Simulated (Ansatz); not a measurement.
## W15S32: geometry relaxation (part 2 of 5)

The same run, continued: W15S32 (defect cell, 47 atoms in the cell); DFT PBE+D3(BJ), scalar-relativistic, plane waves, PAW, spin-polarised (Ansatz 0.2.0); cutoff 420 eV, 2×2×2 k-mesh, Gaussian smearing of 0.01 eV, collinear spins. The structure derives from a Materials Project entry. It belongs to a series of runs on one base structure; here: W vacancy (site c), charge +0, atoms relaxed at the host's cell.

What the program printed, continued:
```
SCF iter   1: F=—  HF=-184685.597789 eV  |F-HF|=—  |Δ(HF+E_count)|=         —  Δρ=1.14e-3 (↑1.14e-3 ↓1.13e-3)  dr2=1.18e-1  dr2_m=2.56e-4  M=0.000 μB ∫|m|=0.021 μB  β_m=0.65  ethr=3.36e-4  ⟨swp⟩=4.0  Hψ=3880  notcnv=0  defer=352
preconditioner: auto → Resta (q_TF=auto, 2.034 Å⁻¹)  ε∞=3.5  [insulator: Δε(μ)=0.350 eV  Ē_g=8.217 eV  σ=0.010 eV  W_gap=1.00  n_scr=316 (ndim 8)  ℏωp=12.9 eV  f_vac=0.607  D(μ)=0.00/eV (n_scr^D=0)  ε∞_Penn≈3.5  vacuum switching on, ρ_ref=4.9e-3 e/Å³]
spin=Collinear: Resta preconditioning applied to the charge; magnetization (m = ρ↑ − ρ↓) channel mixes plain (no charge-response kernel on spin).
SCF iter   2: F=—  HF=-184685.582298 eV  |F-HF|=—  |Δ(HF+E_count)|=   1.55e-2  Δρ=5.92e-4 (↑5.92e-4 ↓5.89e-4)  dr2=1.07e-1  dr2_m=5.28e-5  M=0.000 μB ∫|m|=0.010 μB  β_m=0.44  ethr=2.92e-5  ⟨swp⟩=3.5  Hψ=3312  notcnv=0  defer=340
SCF iter   3: F=—  HF=-184685.573767 eV  |F-HF|=—  |Δ(HF+E_count)|=   8.53e-3  Δρ=4.08e-4 (↑4.08e-4 ↓4.06e-4)  dr2=2.56e-2  dr2_m=3.88e-5  M=0.000 μB ∫|m|=0.009 μB  β_m=0.43  ethr=2.66e-5  ⟨swp⟩=2.5  Hψ=2824  notcnv=0  defer=340
SCF iter   4: F=—  HF=-184685.571754 eV  |F-HF|=—  |Δ(HF+E_count)|=   2.01e-3  Δρ=1.90e-4 (↑1.90e-4 ↓1.90e-4)  dr2=5.45e-3  dr2_m=9.43e-6  M=0.000 μB ∫|m|=0.006 μB  β_m=0.56  ethr=6.37e-6  ⟨swp⟩=2.0  Hψ=2004  notcnv=0  defer=340
SCF iter   5: F=—  HF=-184685.571441 eV  |F-HF|=—  |Δ(HF+E_count)|=   3.13e-4  Δρ=5.01e-5 (↑5.01e-5 ↓4.96e-5)  dr2=4.44e-4  dr2_m=1.12e-6  M=0.000 μB ∫|m|=0.002 μB  β_m=0.46  ethr=1.36e-6  ⟨swp⟩=2.0  Hψ=2620  notcnv=0  defer=340
SCF iter   6: F=—  HF=-184685.571443 eV  |F-HF|=—  |Δ(HF+E_count)|=   1.64e-6  Δρ=1.88e-5 (↑1.80e-5 ↓1.88e-5)  dr2=3.02e-5  dr2_m=2.92e-7  M=0.000 μB ∫|m|=0.001 μB  β_m=0.60  ethr=1.10e-7  ⟨swp⟩=2.0  Hψ=3292  notcnv=0  defer=340
SCF iter   7: F=-184685.571433 eV  HF=-184685.571446 eV  |F-HF|=1.28e-5  |Δ(HF+E_count)|=   3.41e-6  Δρ=7.48e-6 (↑7.48e-6 ↓7.36e-6)  dr2=1.54e-5  dr2_m=2.71e-8  M=0.000 μB ∫|m|=0.000 μB  ethr=7.49e-9  ⟨swp⟩=19.9  Hψ=22247  notcnv=0
the starting moments were not kept: the SCF closed with an absolute magnetisation of 3.1e-4 μB, where they sum to 1.998 μB in size (6 sites). That is at most 0.1 of that sum. Measured as dr2_m measures the in/out step, that magnetisation stands 2.3e-9 eV from none, at or under the dr2_threshold of 3.0e-5 eV: it is no larger than a step whose dr2_m would equal this threshold.
SCF 3 converged in 7 iterations: F = -184685.571433 eV  dr2 = 1.54e-5
relax step   3: F+E_penalty+E_count = -184685.57143326 eV  Δ(F+E_penalty+E_count) = -1.870e-1 eV  max|allowed force component| = 5.939e-2 eV/Å  Δτ_max = 0.0568 Å  (7 SCF iters, dr2 threshold 3.01e-5 eV, accepted)
SCF iter   1: F=—  HF=-184685.574552 eV  |F-HF|=—  |Δ(HF+E_count)|=         —  Δρ=9.05e-5 (↑8.80e-5 ↓9.05e-5)  dr2=6.70e-4  dr2_m=2.18e-6  M=0.000 μB ∫|m|=0.002 μB  β_m=0.65  ethr=1.70e-6  ⟨swp⟩=3.0  Hψ=3580  notcnv=0  defer=324
preconditioner: auto → Resta (q_TF=auto, 2.034 Å⁻¹)  ε∞=3.5  [insulator: Δε(μ)=0.347 eV  Ē_g=8.213 eV  σ=0.010 eV  W_gap=1.00  n_scr=316 (ndim 8)  ℏωp=12.9 eV  f_vac=0.607  D(μ)=0.00/eV (n_scr^D=0)  ε∞_Penn≈3.5  vacuum switching on, ρ_ref=4.9e-3 e/Å³]
spin=Collinear: Resta preconditioning applied to the charge; magnetization (m = ρ↑ − ρ↓) channel mixes plain (no charge-response kernel on spin).
SCF iter   2: F=—  HF=-184685.572496 eV  |F-HF|=—  |Δ(HF+E_count)|=   2.06e-3  Δρ=5.01e-5 (↑5.00e-5 ↓5.01e-5)  dr2=7.59e-4  dr2_m=4.76e-7  M=0.000 μB ∫|m|=0.001 μB  β_m=0.30  ethr=1.67e-7  ⟨swp⟩=2.0  Hψ=3216  notcnv=0  defer=324
SCF iter   3: F=—  HF=-184685.572433 eV  |F-HF|=—  |Δ(HF+E_count)|=   6.32e-5  Δρ=3.68e-5 (↑3.59e-5 ↓3.68e-5)  dr2=6.75e-5  dr2_m=5.42e-7  M=0.000 μB ∫|m|=0.001 μB  β_m=0.38  ethr=1.67e-7  ⟨swp⟩=2.0  Hψ=2640  notcnv=0  defer=324
SCF iter   4: F=—  HF=-184685.572432 eV  |F-HF|=—  |Δ(HF+E_count)|=   1.00e-6  Δρ=1.04e-5 (↑1.03e-5 ↓1.04e-5)  dr2=5.24e-6  dr2_m=8.13e-8  M=0.000 μB ∫|m|=0.000 μB  β_m=0.48  ethr=1.68e-8  ⟨swp⟩=2.0  Hψ=2694  notcnv=0  defer=324
SCF iter   5: F=—  HF=-184685.572434 eV  |F-HF|=—  |Δ(HF+E_count)|=   1.96e-6  Δρ=3.15e-6 (↑3.15e-6 ↓3.13e-6)  dr2=1.22e-6  dr2_m=9.84e-9  M=0.000 μB ∫|m|=0.000 μB  β_m=0.47  ethr=1.30e-9  ⟨swp⟩=2.0  Hψ=3120  notcnv=0  defer=324
SCF iter   6: F=—  HF=-184685.572434 eV  |F-HF|=—  |Δ(HF+E_count)|=   1.64e-7  Δρ=1.36e-6 (↑1.36e-6 ↓1.36e-6)  dr2=2.20e-7  dr2_m=2.49e-9  M=0.000 μB ∫|m|=0.000 μB  β_m=0.51  ethr=3.02e-10  ⟨swp⟩=2.0  Hψ=2686  notcnv=0  defer=324
iter 7 did not close the SCF: its close was put off for a magnetic moment that had not settled (scf_convergence_deferred on its scf_iter line)
SCF iter   7: F=-184685.572434 eV  HF=-184685.572434 eV  |F-HF|=2.14e-8  |Δ(HF+E_count)|=   3.76e-8  Δρ=6.36e-7 (↑6.36e-7 ↓6.30e-7)  dr2=5.11e-8  dr2_m=5.47e-10  M=0.000 μB ∫|m|=0.000 μB  β_m=0.54  ethr=2.49e-11  ⟨swp⟩=14.2  Hψ=17292  notcnv=0
SCF iter   8: F=-184685.572434 eV  HF=-184685.572434 eV  |F-HF|=4.89e-9  |Δ(HF+E_count)|=   8.15e-9  Δρ=2.48e-7 (↑2.48e-7 ↓2.47e-7)  dr2=1.05e-8  dr2_m=8.01e-11  M=0.000 μB ∫|m|=0.000 μB  ethr=1.27e-11  ⟨swp⟩=7.8  Hψ=13431  notcnv=0
the starting moments were not kept: the SCF closed with an absolute magnetisation of 1.9e-5 μB, where they sum to 1.998 μB in size (6 sites). That is at most 0.1 of that sum. Measured as dr2_m measures the in/out step, that magnetisation stands 9.4e-12 eV from none, at or under the dr2_threshold of 1.0e-7 eV: it is no larger than a step whose dr2_m would equal this threshold.
SCF 4 converged in 8 iterations: F = -184685.572434 eV  dr2 = 1.05e-8
relax step   4: F+E_penalty+E_count = -184685.57243434 eV  Δ(F+E_penalty+E_count) = -1.001e-3 eV  max|allowed force component| = 1.746e-2 eV/Å  Δτ_max = 0.0037 Å  (8 SCF iters, accepted)
```

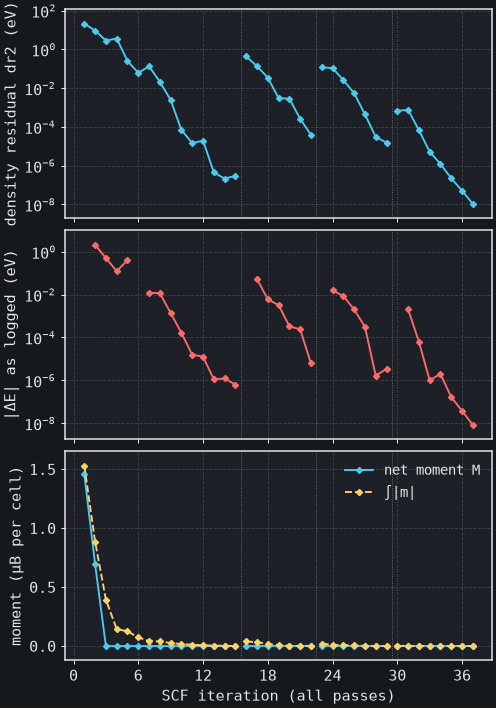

Figure 1. Convergence of the self-consistent field: density residual dr2, size of the energy change and magnetic moment against the SCF iteration. The dotted lines part the SCF passes of the relaxation: geometry steps, rejected trials and re-solves on a re-selected basis. The passes take 15, 7, 7 and 8 iterations. The net moment goes from 1.5 to 0.0 μB per cell, and ∫|m| falls to zero.

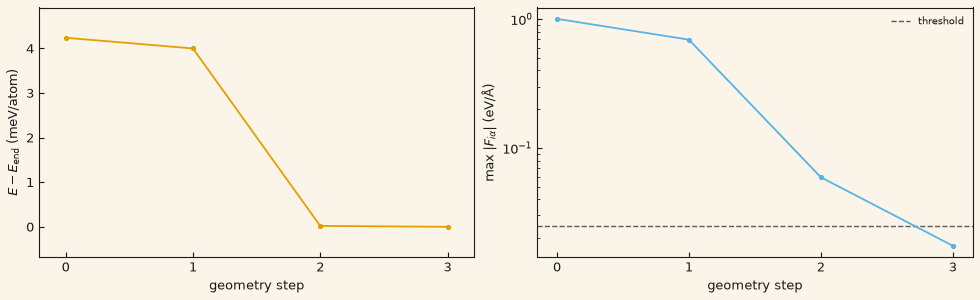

Figure 2. Progress of the relaxation, step by step (the first geometry is step 0 here and step 1 in the log).

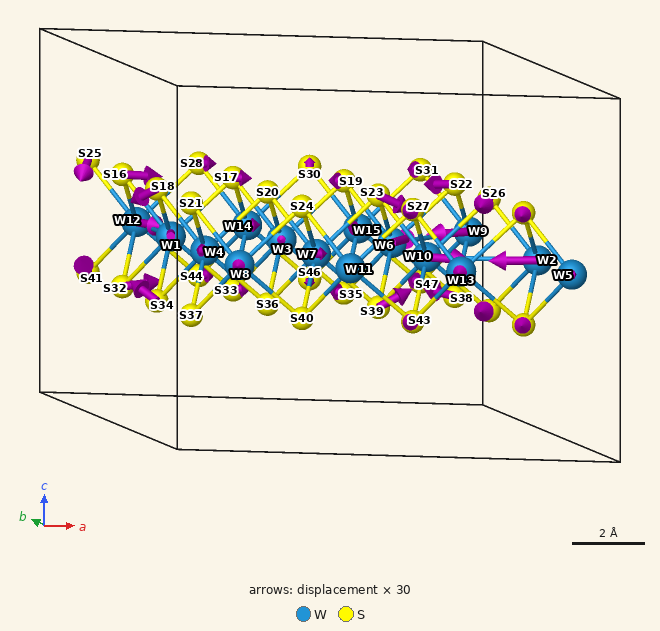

Figure 3. The starting structure with the displacements as pink arrows, magnified 30 times (ball-and-stick view of the cell of the calculation, with the vacuum cut short, seen slightly off an axis). Over 3 geometry steps the energy falls by 4.2 meV per atom. The largest force component goes from 1 to 0.017 eV/Å. The largest moves, 0.046 Å, are those of W1, W2, W6, W9, W10 and W12. By element the largest moves are W 0.046 Å, S 0.040 Å. The cell stays as it was. Among the contacts that change: W1–W12 3.160 → 3.072 Å, W10–S26 2.411 → 2.370 Å, W10–S23 2.411 → 2.422 Å, W11–S27 2.411 → 2.404 Å. (Atoms are counted from 1 in the order of the input.)

```
WARN: The output density's exchange-correlation potential varies sharply where the density is thin. Do not read a vacuum level from v_tot or v_xc, or from such a field of the output density. On a cell that repeats whose density bears no net charge and no dipole along the vacuum's axis use v_es (v_loc + v_h of the components); under efield.dipole_correction with no amplitude use v_es + v_field, which holds any external_charges[].barrier, or the levels of the report's work_function block, which leave it out; under a non-zero efield.amplitude the vacuum is tilted and has no level; on a cell that repeats and bears such a dipole with no correction it is tilted too, and efield.dipole_correction with no amplitude gives each side of its ramp a level where efield: is served; in a cell that repeats whose density bears a net charge (total_charge, or a fill off its count) it is curved and has none; of a slab under crystal.periodic whose density bears no net charge use v_es, which has a level on each side, short of where the two are joined; of another it falls or rises all the way out and has none; of a slab beside external_charges read slab_vacuum_level instead, which it has where they leave it neutral. The grid or the basis barely resolves most such structure, and the values can differ between equally converged runs; as a rule a tighter scf.convergence.dr2_threshold does not remove it. Where the density itself ripples (under the LDA too) a higher basis.ecutwfc lessens it. The files hold the spikes' plane waves up to the density's cutoff. Files: v_tot_of_output_density and the like, and their columns of v_z.tsv (output.write_potential); v_xc_of_output_density and the like, and their columns of v_comp_z.tsv (output.write_potential_components). Measured: with its Gaussian average of σ = 0.25 Å subtracted twice, the exchange-correlation potential is over 0.1 eV at 37 of the grid points where the equally averaged density (valence and model cores) is under 1e-3 e/Å³, and 0.170 eV at the most among them, at an averaged density of 1.0e-8 e/Å³. The input density's (outcome.potential() and, of a run that writes arrays, v_tot and v_xc) is over 0.1 eV, so measured, at 136 points of its own thin density, 0.294 eV at the most. See output.write_potential in the manual, Limitations
SCF converged after 8 iterations
Magnetization: 0.0000 μB (201.0000 up, 201.0000 down)
Absolute magnetization: 0.0000 μB (∫|ρ↑−ρ↓|, with the PAW one-centre terms)
Spin contamination: 0.0000 ħ² per cell (⟨S²⟩ above its minimum at these occupations)
Per-site moments (μB) at R_I (Å): [(5.274770464412322e-8, 0.9776343718598189), (5.274770477117436e-8, 0.9776343718598195), (-2.2412203966292537e-7, 0.9915192984095922), (2.0103124453150482e-8, 0.9960541683210724), (-2.2412203978871971e-7, 0.991519298409591), (5.274770462649089e-8, 0.9776343718598182), (2.0103124459043005e-8, 0.9960541683210724), (2.0103124339157492e-8, 0.9960541683210724), (5.274770463928263e-8, 0.9776343718598179), (5.274770469187875e-8, 0.9776343718598184), (-2.2412203977488282e-7, 0.991519298409591), (5.27477047033593e-8, 0.9776343718598179), (5.263781052919486e-8, 0.9928144928057194), (5.263781062956775e-8, 0.9928144928057203), (5.263781058396179e-8, 0.9928144928057203), (-1.747646286765888e-8, 0.9776343718598179), (2.7057758176444274e-8, 0.991519298409593), (-1.0064207330041857e-7, 0.9971830708609157), (2.7057758147470635e-8, 0.9915192984095922), (1.3030564970619418e-8, 0.9940024833169518), (1.3030564908175739e-8, 0.9940024833169516), (-1.7476462874734884e-8, 0.9776343718598179), (-1.0064207326260112e-7, 0.9971830708609155), (1.303056486433476e-8, 0.9940024833169524), (-1.0064207326105461e-7, 0.9971830708609155), (-1.7476462962730404e-8, 0.9776343718598184), (2.705775800532267e-8, 0.9915192984095921), (2.7057758136658988e-8, 0.991519298409591), (2.7057758029373434e-8, 0.9915192984095916), (-4.272895289398824e-9, 0.9928144928057197), (2.7057758148205036e-8, 0.991519298409591), (-1.747646281254367e-8, 0.9776343718598179), (2.7057758244623044e-8, 0.991519298409593), (-1.0064207316878645e-7, 0.9971830708609157), (2.705775821818833e-8, 0.9915192984095924), (1.3030565034016342e-8, 0.9940024833169524), (1.3030565011504256e-8, 0.9940024833169522), (-1.7476462830860774e-8, 0.9776343718598179), (-1.0064207313799179e-7, 0.9971830708609155), (1.3030564992222355e-8, 0.994002483316953), (-1.0064207318726577e-7, 0.9971830708609155), (-1.7476462891376858e-8, 0.9776343718598184), (2.705775812564665e-8, 0.9915192984095922), (2.705775826141445e-8, 0.991519298409591), (2.7057758155067373e-8, 0.9915192984095916), (-4.272895252414284e-9, 0.9928144928057194), (2.7057758238564952e-8, 0.991519298409591)]
Free energy (F): -184685.572434 eV
Harris-Foulkes:  -184685.572434 eV  (|F-HF|=4.89e-9)
Internal energy: -184685.572434 eV  (E = F + TS)
E sigma→0 (E₀):  -184685.572434 eV
Fermi energy:    0.553281 eV
--- Per-component energies (eV) ---
  E_band       = -7116.463745
  E_kinetic    = 10199.653359
  E_local      = -187093.503037  (includes V_loc(G=0)·N_el)
  E_nonlocal   = 917.768499
  E_hartree    = 88643.363150
  E_xc         = -7120.695218
  E_vxc        = -6391.845658  (∫ρ·V_xc dr)
  E_paw        = -147646.768420  (= ΣΔE_a)
  E_vpaw       = -2035.270804  (= ΣTr[D̂ρ^β])
  E_aug_tail   = -0.000919  (compensation charges beyond the density's cutoff)
  E_ewald      = 57428.776063
  E_disp       = -14.165912  (pairwise vdW)
  E_smearing   = -0.000000  (= −TS)
  E_closure    = -0.000000  (closes the sum)
  Σ components = -184685.572434   (vs F -184685.572434, Δ=0.00e0)
--- Forces (eV/Å), atoms counted from 1 ---
  atom   1  W     -0.01746307    -0.00138258     0.00000000
  atom   2  W     -0.00992888    -0.01443217     0.00000000
  atom   3  W      0.00000000     0.00532155     0.00000000
  atom   4  W     -0.00501109    -0.00289315     0.00000000
  atom   5  W      0.00460860    -0.00266078     0.00000000
  atom   6  W      0.01746307    -0.00138258     0.00000000
  atom   7  W      0.00501109    -0.00289315     0.00000000
  atom   8  W      0.00000000     0.00578631     0.00000000
  atom   9  W      0.00753419     0.01581475     0.00000000
  atom  10  W      0.00992888    -0.01443217     0.00000000
  atom  11  W     -0.00460860    -0.00266078     0.00000000
  atom  12  W     -0.00753419     0.01581475     0.00000000
  atom  13  W      0.00000000     0.00333795     0.00000000
  atom  14  W      0.00289075    -0.00166898     0.00000000
  atom  15  W     -0.00289075    -0.00166898     0.00000000
  atom  16  S      0.00771345    -0.00445336     0.00360563
  atom  17  S      0.00392808    -0.00255126    -0.00108836
  atom  18  S      0.00740994     0.00427813     0.00048177
  atom  19  S     -0.00392808    -0.00255126    -0.00108836
  atom  20  S      0.00000000    -0.00008792     0.00185369
  atom  21  S     -0.00007614     0.00004396     0.00185369
  atom  22  S     -0.00771345    -0.00445336     0.00360563
  atom  23  S     -0.00740994     0.00427813     0.00048177
  atom  24  S      0.00007614     0.00004396     0.00185369
  atom  25  S      0.00000000    -0.00855626     0.00048177
  atom  26  S     -0.00000000     0.00890673     0.00360563
  atom  27  S      0.00024542     0.00467744    -0.00108836
  atom  28  S      0.00417349    -0.00212618    -0.00108836
  atom  29  S     -0.00024542     0.00467744    -0.00108836
  atom  30  S      0.00000000    -0.00000000    -0.00239861
  atom  31  S     -0.00417349    -0.00212618    -0.00108836
  atom  32  S      0.00771345    -0.00445336    -0.00360563
  atom  33  S      0.00392808    -0.00255126     0.00108836
  atom  34  S      0.00740994     0.00427813    -0.00048177
  atom  35  S     -0.00392808    -0.00255126     0.00108836
  atom  36  S      0.00000000    -0.00008792    -0.00185369
  atom  37  S     -0.00007614     0.00004396    -0.00185369
  atom  38  S     -0.00771345    -0.00445336    -0.00360563
  atom  39  S     -0.00740994     0.00427813    -0.00048177
  atom  40  S      0.00007614     0.00004396    -0.00185369
  atom  41  S      0.00000000    -0.00855626    -0.00048177
  atom  42  S     -0.00000000     0.00890673    -0.00360563
  atom  43  S      0.00024542     0.00467744     0.00108836
  atom  44  S      0.00417349    -0.00212618     0.00108836
  atom  45  S     -0.00024542     0.00467744     0.00108836
  atom  46  S      0.00000000    -0.00000000     0.00239861
  atom  47  S     -0.00417349    -0.00212618     0.00108836
  max |Σ_I F_I| component: 1.20e-16 eV/Å
--- Band table (eV; the first three rows and the last of 8) ---
```
